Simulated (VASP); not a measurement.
```
CELL_PARAMETERS angstrom
4.01000 0.00000 0.00000
-2.00500 3.47276 0.00000
0.00000 0.00000 5.20100
ATOMIC_POSITIONS crystal
Pt 0.00000 0.00000 0.00000
Te 0.66667 0.33333 0.75000
Te 0.33333 0.66667 0.25000
```

Space group P-3m1; not relaxed (largest force 0.8 eV/Å); computed pressure about 8 GPa in this cell.

These are results of Kohn-Sham DFT of a periodic cell, PBE, VASP PAW PBE potentials, gw, light (VASP), not measurements.

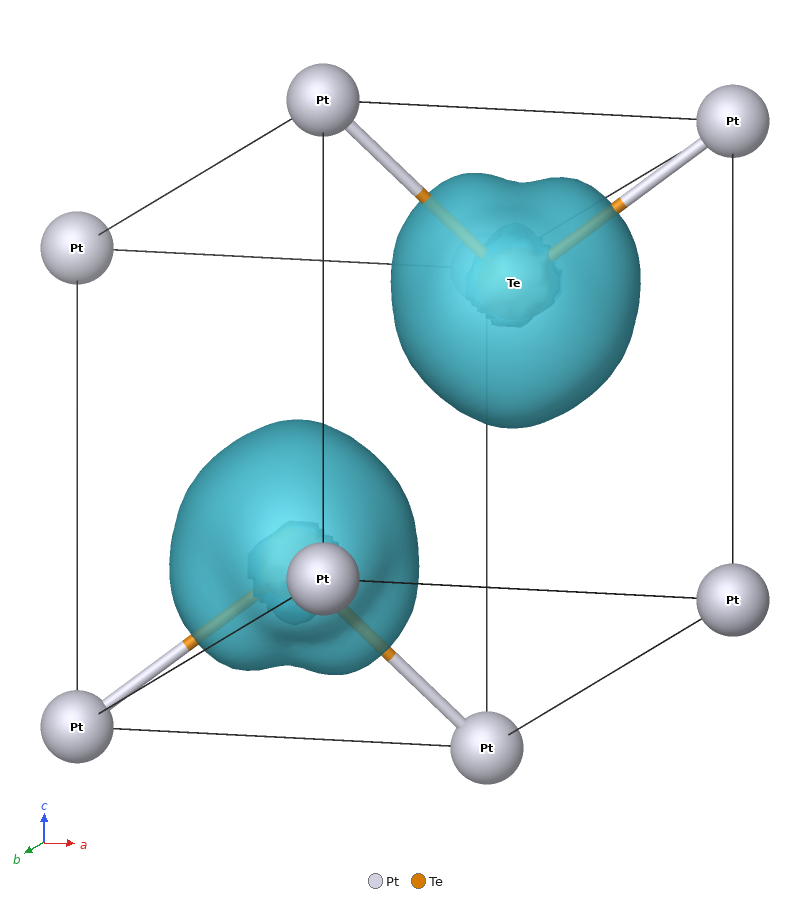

Te2Pt. Isosurface of the ELF at 0.7 (cyan), seen at an oblique angle. Only the valence region is drawn (cores and ρ < 0.01 e/Å³ removed). Sticks mark near contacts.

In a PAW calculation such maps are meaningful between the atoms, not at the nuclei.

Where are the electrons localised?

The ELF exceeds this value in two regions wrapped around Te (the valence shell of each), counted in one cell of 3 atoms. Any copies at cell faces, edges or corners count once.

Values along the shortest contacts:
Te–Pt (2.66 Å): the ELF is about 0.60 at the midpoint.
